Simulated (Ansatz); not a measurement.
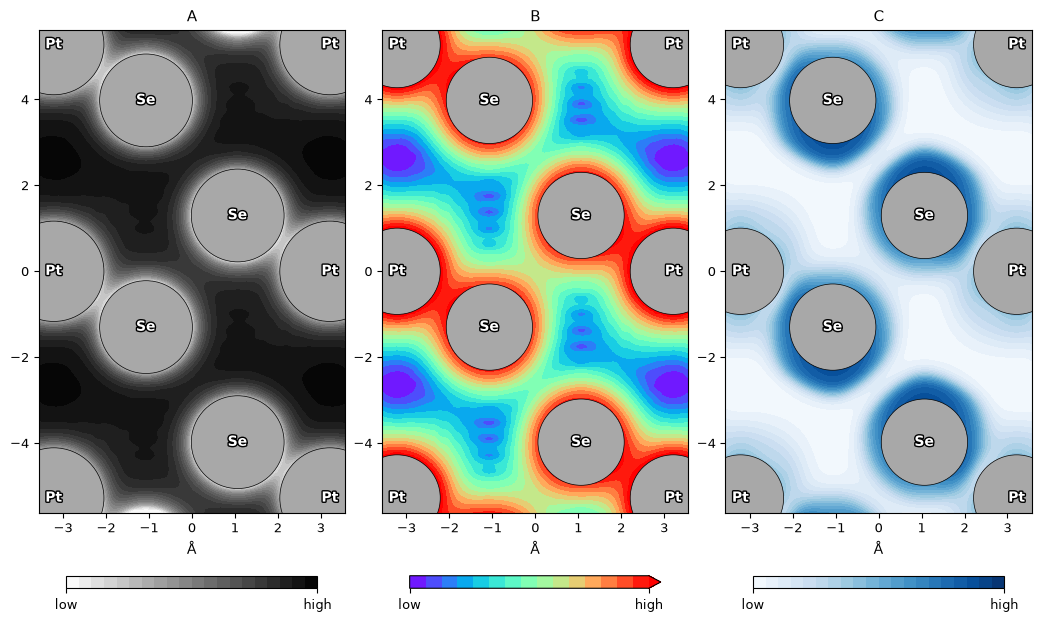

PtSe2: 3 fields on the (010) plane of the standardised cell, with unlabelled colour scales. Grey discs cover the atomic cores.

Space group P-1; started from the 1T (CdI2) bulk prototype, which need not be the ambient phase; changed on purpose from its base cell (shear xy strain -1.0%); computed pressure about 4 GPa in this cell.

Level of theory: DFT, PBE, plane waves, PAW in Ansatz 0.2.0.

```yaml
crystal:
  lattice:
    - [5.57683, 3.20114, 0.00000]
    - [-1.88047, 3.23843, 0.00000]
    - [0.00000, 0.00000, 5.27716]
  atoms:
    - { symbol: Pt, position: [0.00000, 0.00000, 0.00000] }
    - { symbol: Pt, position: [0.50000, 0.50000, 0.00000] }
    - { symbol: Se, position: [0.16593, 0.50071, 0.24622] }
    - { symbol: Se, position: [0.66593, 0.00071, 0.24622] }
    - { symbol: Se, position: [0.33407, 0.99929, 0.75378] }
    - { symbol: Se, position: [0.83407, 0.49929, 0.75378] }
```

Question: Match the panels to the quantities (electron localisation function, electrostatic potential energy of an electron and valence pseudo-density).

Answer: Panel A: electrostatic potential energy of an electron (low next to the atoms, rising into the space between them). Panel B: valence pseudo-density. Panel C: electron localisation function. From the grid: Pt–Se (2.51 Å): the density is about 0.58 e/Å³ at the midpoint; the ELF is about 0.50 at the midpoint.
